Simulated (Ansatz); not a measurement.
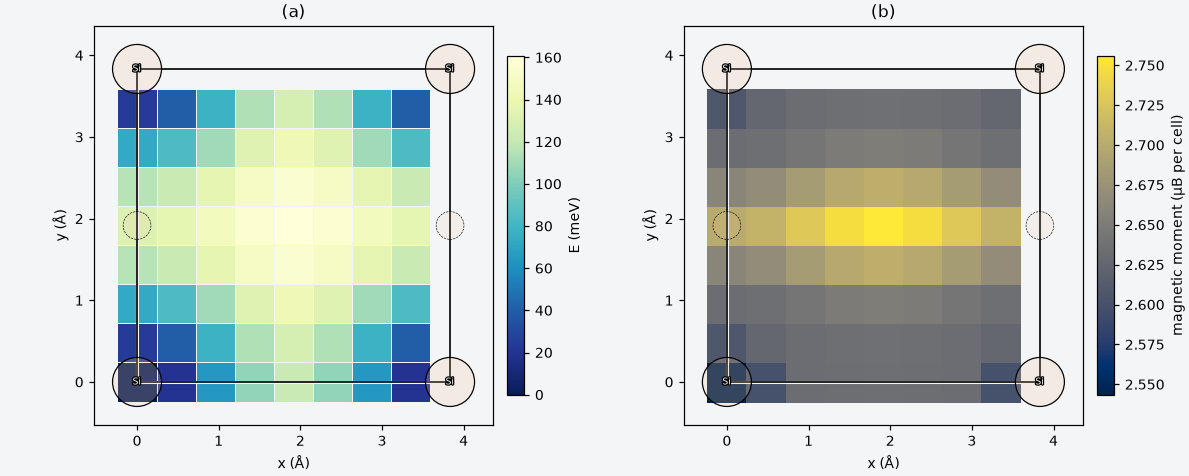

N on a Si(100) slab cut from the Fd-3m phase, its upper half relaxed before the scan (4 atoms of substrate and one adsorbate in a 1 × 1 cell). 
- N is moved over the surface cell at a fixed height above a rigid substrate; the origin of the map has the adsorbate above Si4; the height is held at 3.00 Å.
- Places are given modulo a cell vector. The map is drawn in real space over the plane of the surface.
- The grid has 8 × 8 points; 25 points were computed and 39 follow by symmetry.
- Energies are in meV, from the lowest grid point.
- With one adsorbate in each 1 × 1 cell, its nearest image is 3.8 Å away, so neighbouring adsorbates interact. At a fixed height the lowest place need not be the adsorption site.
- The calculation used DFT PBE+D3(BJ), scalar-relativistic, plane waves, PAW (Ansatz 0.2.0). Settings: cutoff 420 eV, k-mesh 7×7×1, gaussian smearing 0.05 eV, spin-polarised.

Panel (a) is the energy; panel (b) is the computed magnetic moment, in μB per cell.

The picture shows one coloured cell a grid point, labelled circles for the atoms of the top layer and small ones for the second layer, the outline of one cell of the plane.

Question: How does the magnetic moment vary over the map, and what is it at the lowest grid point?

Answer: It runs from 2.54 μB per cell at the top site over a surface Si atom, (0/8, 0/8) of the cell vectors to 2.76 μB per cell at a fourfold hollow over a third-layer Si atom, (4/8, 4/8) of the cell vectors. At the lowest grid point, the top site over a surface Si atom, (0/8, 0/8) of the cell vectors, it is 2.54 μB per cell.

PAW datasets: the set soft_1.
